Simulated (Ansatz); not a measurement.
Run report: C$_{32}$O, single-point calculation (part 2 of 2)

The same run, continued: C$_{32}$O (defect cell, 33 atoms in the cell); DFT, r2SCAN, dispersion d3bj, plane waves, PAW, no spin polarisation (Ansatz 0.2.0); cutoff 500 eV, 4×4×4 k-mesh, Gaussian smearing of 0.1 eV. The structure derives from a Materials Project entry.

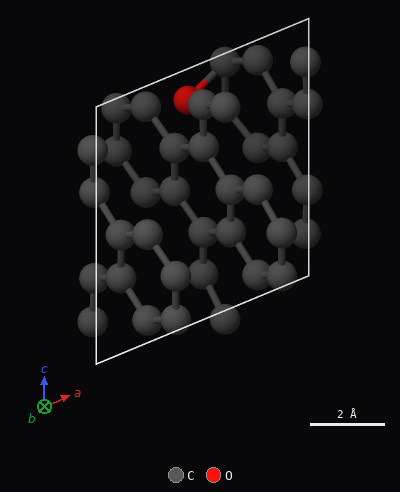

*The structure (ball-and-stick view of the cell of the calculation, along the b axis). An atom can appear more than once, as a periodic image.*

What the program printed, continued
```
SCF iter   1: F=—  HF=-8631.759986 eV  |F-HF|=—  |Δ(HF+E_count)|=         —  Δρ=1.23e-1  dr2=3.78e1  dr2_τ=9.24e0  ethr=3.10e-3  ⟨swp⟩=7.1  Hψ=17352  notcnv=0  defer=544
preconditioner: auto → Resta (q_TF=auto, 2.385 Å⁻¹)  ε∞=3.1  [insulator: Δε(μ)=0.146 eV  Ē_g=17.155 eV  σ=0.100 eV  W_gap=0.68  n_scr=70 (ndim 8)  ℏωp=24.8 eV  f_vac=0.000  D(μ)=1.28/eV (n_scr^D=0)  ε∞_Penn≈3.1]
SCF iter   2: F=—  HF=-8622.799428 eV  |F-HF|=—  |Δ(HF+E_count)|=    8.96e0  Δρ=6.35e-2  dr2=1.05e1  dr2_τ=2.20e-1  ethr=3.10e-3  ⟨swp⟩=3.0  Hψ=7068  notcnv=0  defer=912
SCF iter   3: F=—  HF=-8620.108394 eV  |F-HF|=—  |Δ(HF+E_count)|=    2.69e0  Δρ=1.52e-2  dr2=5.95e-1  dr2_τ=9.59e-2  ethr=3.10e-3  ⟨swp⟩=3.1  Hψ=5635  notcnv=0  defer=120
automatic band count: iteration 3 solves 78 bands in place of 100: the levels show a gap, and the empty bands left out lie too high to hold charge; the band table lists the bands solved (type scf.n_extra_bands for more)
SCF iter   4: F=—  HF=-8619.995770 eV  |F-HF|=—  |Δ(HF+E_count)|=   1.13e-1  Δρ=4.58e-3  dr2=4.78e-2  dr2_τ=5.17e-3  ethr=4.44e-4  ⟨swp⟩=4.9  Hψ=9954  notcnv=0  defer=775
automatic band count: iteration 4 solves 100 bands in place of 78: the levels no longer show a gap clear of their residuals, so the SCF keeps every band
SCF iter   5: F=—  HF=-8620.014814 eV  |F-HF|=—  |Δ(HF+E_count)|=   1.90e-2  Δρ=1.13e-3  dr2=4.33e-3  dr2_τ=3.85e-4  ethr=3.57e-5  ⟨swp⟩=2.6  Hψ=5986  notcnv=0  defer=833
SCF iter   6: F=—  HF=-8620.016115 eV  |F-HF|=—  |Δ(HF+E_count)|=   1.30e-3  Δρ=2.53e-4  dr2=2.39e-4  dr2_τ=2.41e-5  ethr=3.23e-6  ⟨swp⟩=2.0  Hψ=4310  notcnv=0  defer=833
SCF iter   7: F=—  HF=-8620.016233 eV  |F-HF|=—  |Δ(HF+E_count)|=   1.18e-4  Δρ=7.79e-5  dr2=1.71e-5  dr2_τ=2.42e-6  ethr=1.79e-7  ⟨swp⟩=2.0  Hψ=5054  notcnv=0  defer=833
SCF iter   8: F=—  HF=-8620.016473 eV  |F-HF|=—  |Δ(HF+E_count)|=   2.40e-4  Δρ=2.27e-5  dr2=1.47e-6  dr2_τ=2.64e-7  ethr=1.28e-8  ⟨swp⟩=2.0  Hψ=5090  notcnv=0  defer=833
SCF iter   9: F=-8620.016473 eV  HF=-8620.016473 eV  |F-HF|=3.23e-8  |Δ(HF+E_count)|=   1.40e-7  Δρ=4.42e-6  dr2=5.91e-8  dr2_τ=7.09e-9  ethr=7.46e-11  ⟨swp⟩=17.3  Hψ=27128  notcnv=0
SCF 1 converged in 9 iterations: F = -8620.016473 eV  dr2 = 5.91e-8
  greatest PAW one-centre occupation: 0.887 electrons in one spin orbital (limit 2), on the O atom at site 32 (counted from 0), in its partial waves of l = 0
SCF converged after 9 iterations
Free energy (F): -8620.016473 eV
Harris-Foulkes:  -8620.016473 eV  (|F-HF|=3.23e-8)
Internal energy: -8620.008241 eV  (E = F + TS)
E sigma→0 (E₀):  -8620.012357 eV
Entropy (-TS):   -0.008232 eV (-0.249 meV/atom)
Fermi energy:    6.436387 eV
--- Per-component energies (eV) ---
  E_band       = -436.715023
  E_kinetic    = 3081.035497
  E_local      = -5757.384019  (includes V_loc(G=0)·N_el)
  E_nonlocal   = 907.960900
  E_hartree    = 1828.048664
  E_xc         = -1582.784074
  E_vxc        = -2196.776685  (∫ρ·V_xc dr)
  E_paw        = -3386.892706  (= ΣΔE_a)
  E_vpaw       = -251.552854  (= ΣTr[D̂ρ^β])
  E_aug_tail   = 0.001161  (compensation charges beyond the density's cutoff)
  E_vtau       = 123.905916  (kinetic-family band-sum trace: ∫τ·v_τ [+ j·A + Jᵃ·Aᵃ] dr)
  E_ewald      = -3706.826187
  E_disp       = -2.342777  (pairwise vdW)
  E_core_change = -0.824700  (= ΣΔE_core)
  E_smearing   = -0.008232  (= −TS)
  E_closure    = -0.000000  (closes the sum)
  Σ components = -8620.016473   (vs F -8620.016473, Δ=0.00e0)
--- Forces (eV/Å), atoms counted from 1 ---
  atom   1  C     -0.00155089    -0.00194854     0.00435376
  atom   2  C     -0.06653678     0.00257336    -0.01696019
  atom   3  C      0.01024760     0.00385786     0.02863790
  atom   4  C     -0.02568845    -0.07665765    -0.05364600
  atom   5  C      0.00163672    -0.01779649     0.00464305
  atom   6  C      0.05139291     0.01277070    -0.01537941
  atom   7  C     -0.00298854    -0.00193751     0.00109481
  atom   8  C     -0.06545991    -0.03835008    -0.00849719
  atom   9  C      0.03622419     0.03726169    -0.01517538
  atom  10  C     -0.01520099     0.00965591     0.00464087
  atom  11  C     -0.01254754    -0.00798688     0.01884587
  atom  12  C     -0.10424123    -0.06088219    -0.07377285
  atom  13  C      0.00834785     0.00673140     0.02877267
  atom  14  C     -0.07976754     0.01650597    -0.05357088
  atom  15  C     -0.00059928    -0.00083552     0.00455004
  atom  16  C     -0.03091240    -0.05728299    -0.01681710
  atom  17  C      0.00234341     0.00181708     0.00072312
  atom  18  C      0.06594211     0.03660755    -0.00889909
  atom  19  C     -0.00089830     0.01788925     0.00443386
  atom  20  C     -0.05118510    -0.01177528    -0.01504014
  atom  21  C     -0.01023131    -0.00367256     0.02899975
  atom  22  C      0.02536866     0.07638239    -0.05371421
  atom  23  C      0.00234301    -0.00025897     0.00473206
  atom  24  C      0.06633884    -0.00199966    -0.01684960
  atom  25  C      0.00223491     0.00243305     0.00475029
  atom  26  C      0.03172337     0.05846273    -0.01681981
  atom  27  C     -0.00907286    -0.00694064     0.02882212
  atom  28  C      0.07834051    -0.01583463    -0.05374516
  atom  29  C      0.01181614     0.00691642     0.01815833
  atom  30  C      0.10716043     0.06183547    -0.07247599
  atom  31  C     -0.03701978    -0.03899993    -0.01530726
  atom  32  C      0.01472204    -0.01008342     0.00437017
  atom  33  O     -0.00160074    -0.00026712     0.31699640
  max |Σ_I F_I| component: 1.81e-3 eV/Å
--- Band table (eV; the first three rows and the last of 36) ---
  k-point 0: bands = ["-18.1916", "-14.1093", "-12.9905", "-12.8100", "-12.6377", "-12.3235", "-11.6891", "-11.6483", "-11.5852", "-10.8517", "-9.8099", "-9.4383", "-8.8729", "-8.7195", "-8.3775", "-7.7451", "-7.6922", "-7.4693", "-7.4208", "-7.3368", "-6.6783", "-6.5427", "-4.9041", "-4.7669", "-3.8565", "-3.6779", "-3.3245", "-3.3146", "-3.2069", "-3.2050", "-3.0620", "-3.0169", "-1.7682", "-1.7266", "-1.0213", "-0.9865", "-0.9145", "-0.7125", "-0.6032", "-0.6025", "-0.5637", "-0.5467", "-0.3302", "-0.3187", "-0.2880", "-0.0844", "-0.0175", "0.3454", "0.6022", "0.7807", "0.9759", "1.0780", "1.1526", "1.7057", "2.2465", "2.3582", "2.6550", "3.0782", "3.3136", "3.4357", "3.5473", "3.5767", "3.9589", "4.3394", "4.6848", "4.9886", "6.0061", "6.5089", "7.0883", "8.0867", "8.2826", "8.5190", "10.0810", "10.4006", "10.8489", "11.2446", "12.5651", "12.6511", "12.7662", "13.4811", "13.8200", "13.8275", "13.9476", "13.9925", "14.0099", "14.4033", "14.4632", "14.7048", "14.8378", "14.8695", "15.0709", "15.0895", "15.2437", "15.3277", "15.6749", "15.8791", "16.0243", "16.1759", "16.1968", "16.2151"]
  k-point 1: bands = ["-18.1906", "-13.9781", "-13.3157", "-13.0587", "-12.6229", "-12.1173", "-11.6905", "-11.4398", "-11.0899", "-10.5403", "-10.0650", "-9.7681", "-9.4486", "-8.9500", "-8.6517", "-8.2943", "-7.8602", "-7.2261", "-6.4367", "-6.3100", "-6.0861", "-6.0166", "-5.9920", "-5.1037", "-4.3614", "-4.0781", "-3.7074", "-3.4846", "-3.2605", "-3.1230", "-2.5063", "-1.9838", "-1.8792", "-1.7535", "-1.5279", "-1.4003", "-1.2132", "-1.1031", "-0.8213", "-0.6817", "-0.5686", "-0.3507", "-0.2531", "0.0206", "0.1209", "0.3000", "0.3443", "0.3701", "0.6388", "0.7674", "0.9370", "1.4079", "1.5888", "1.6848", "2.0804", "2.3800", "2.7462", "2.7725", "2.9632", "3.1249", "3.4890", "3.7164", "3.7989", "4.0370", "4.5121", "4.9947", "5.3302", "7.1746", "7.8815", "8.2474", "8.8538", "8.9899", "9.3051", "10.5203", "11.0448", "11.2798", "11.4634", "11.9848", "12.5963", "12.7158", "13.2566", "14.0019", "14.0438", "14.3248", "14.6033", "14.6337", "14.7268", "14.9662", "15.0279", "15.1607", "15.2652", "15.4184", "15.4401", "15.5507", "15.7426", "15.8270", "15.9016", "15.9398", "16.1921", "16.3678"]
  k-point 2: bands = ["-18.1895", "-13.6362", "-13.5331", "-13.4526", "-12.9018", "-11.3584", "-11.2832", "-11.1868", "-10.8877", "-10.6950", "-10.5254", "-10.4520", "-9.8103", "-8.6053", "-8.5493", "-8.4472", "-7.8612", "-6.8097", "-6.6732", "-6.6711", "-6.5157", "-5.0136", "-4.7529", "-4.7233", "-4.6701", "-4.1745", "-4.0399", "-3.9978", "-3.9726", "-2.7964", "-2.6792", "-2.6471", "-2.5748", "-1.6174", "-1.3402", "-1.1099", "-1.0674", "-0.9881", "-0.9773", "-0.7435", "-0.5250", "-0.0550", "-0.0493", "0.0023", "0.0369", "0.2168", "0.6813", "0.7867", "0.8867", "1.1289", "1.3870", "1.4813", "1.6868", "1.9267", "1.9498", "1.9755", "2.3220", "2.4525", "2.5472", "2.7435", "3.2883", "3.6404", "3.7829", "4.1395", "4.5057", "4.8225", "5.3836", "7.4808", "8.2426", "8.3499", "9.0986", "9.2949", "10.1267", "10.4033", "10.9256", "10.9627", "11.3221", "11.6130", "11.9376", "11.9881", "12.3320", "14.2295", "14.2722", "14.4272", "14.5979", "14.9083", "15.0395", "15.1755", "15.2868", "15.4635", "15.5291", "15.6308", "15.6345", "15.8012", "15.8888", "15.9211", "16.2256", "16.2591", "16.5212", "16.5436"]
  k-point 35: bands = ["-18.1894", "-13.9276", "-13.6180", "-12.4792", "-12.4007", "-12.3701", "-11.9643", "-11.6652", "-11.1638", "-10.2488", "-10.1648", "-10.1366", "-9.4759", "-8.5803", "-8.4981", "-7.5800", "-7.3726", "-7.2530", "-6.9231", "-6.5661", "-6.4844", "-5.7166", "-5.6825", "-5.6818", "-5.5429", "-4.4734", "-4.4255", "-2.7606", "-2.5585", "-2.3316", "-2.0192", "-1.7429", "-1.5346", "-1.5006", "-1.3980", "-1.3020", "-1.1407", "-1.0545", "-0.8224", "-0.5659", "-0.5590", "-0.4648", "-0.3824", "-0.2129", "-0.0820", "0.0826", "0.2229", "0.2365", "0.4219", "0.5973", "1.0367", "1.2943", "1.4475", "1.6636", "2.1095", "2.1488", "2.2644", "2.6181", "2.7782", "3.0373", "3.2668", "3.2981", "3.8634", "4.3765", "5.1830", "5.2403", "5.9431", "7.2222", "7.3878", "7.8724", "8.2910", "9.4139", "9.6803", "10.0421", "10.4287", "11.9086", "12.3879", "12.5762", "13.2799", "13.4890", "13.7390", "13.7957", "13.9851", "14.3302", "14.7315", "14.8064", "14.8286", "14.9595", "15.1538", "15.1890", "15.2490", "15.2985", "15.3843", "15.5003", "15.6522", "15.9446", "15.9664", "16.2000", "16.2472", "16.3217"]
```

Results in brief

```json
{"quantity": "outcome", "value": "converged"}
{"quantity": "electrons treated", "value": "134"}
{"quantity": "free energy", "value": "−8620.0165 eV"}
{"quantity": "Fermi energy", "value": "6.436 eV"}
{"quantity": "gap on the k-point mesh", "value": "none (metallic)"}
{"quantity": "largest force (length of the vector)", "value": "0.317 eV/Å"}
{"quantity": "hardware", "value": "4 threads of Intel Xeon @ 2.50GHz (Skylake/Cascade Lake), 189 GiB of memory available, shared host"}
{"quantity": "wall time", "value": "95 s (CPU time 6 min)"}
{"quantity": "peak memory", "value": "1.7 GiB"}
```

Settings chosen away from the usual ones: scf.initial_density.chi_scale set to 0.0; hamiltonian.xc set to r2scan (from pbe); basis.ecutwfc removed. Notes on the run: the dispersion correction has no parameters fitted for this combination and takes those fitted for r2SCAN with other terms.
